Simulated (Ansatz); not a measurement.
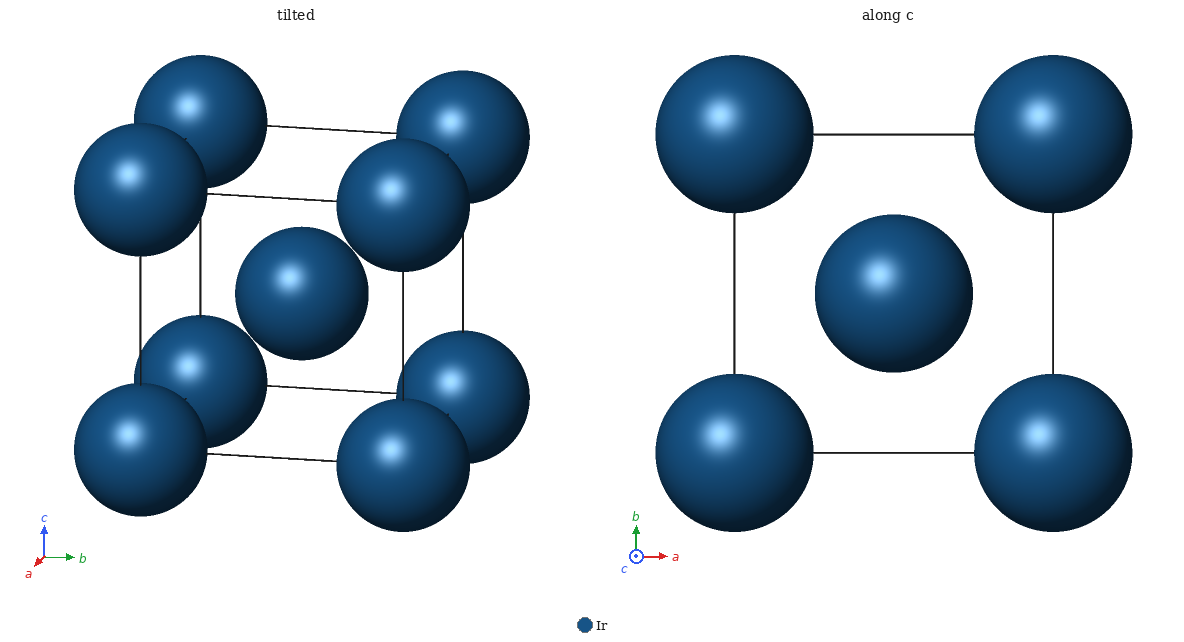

Spheres-only representation of a periodic structure, projected slightly off an axis and along the c axis. The wireframe shows the conventional unit cell.

Ir, space group Im-3m (No. 229), a = 3.11 Å, b = 3.11 Å, c = 3.11 Å, α = 90.00°, β = 90.00°, γ = 90.00°.

Computational set-up: DFT PBE, spin-orbit coupling, plane waves, PAW (Ansatz), plane waves to 420 eV, k-points about 0.16 Å⁻¹ apart, Gaussian smearing of 0.05 eV, no moments seeded, so the run stays non-magnetic, spinor wavefunctions.

What is the band gap, if any?

Answer. A metal: bands cross the Fermi level.

Under what pressure is the structure?

Answer. The computed pressure is 0.0 GPa, close to zero.

Origin of the cell: a structure type filled with this element by a generator (whether the element takes this form wasn't checked). Earlier steps of the study may have refined or changed the cell and positions. A calculation with Ansatz used it as input.
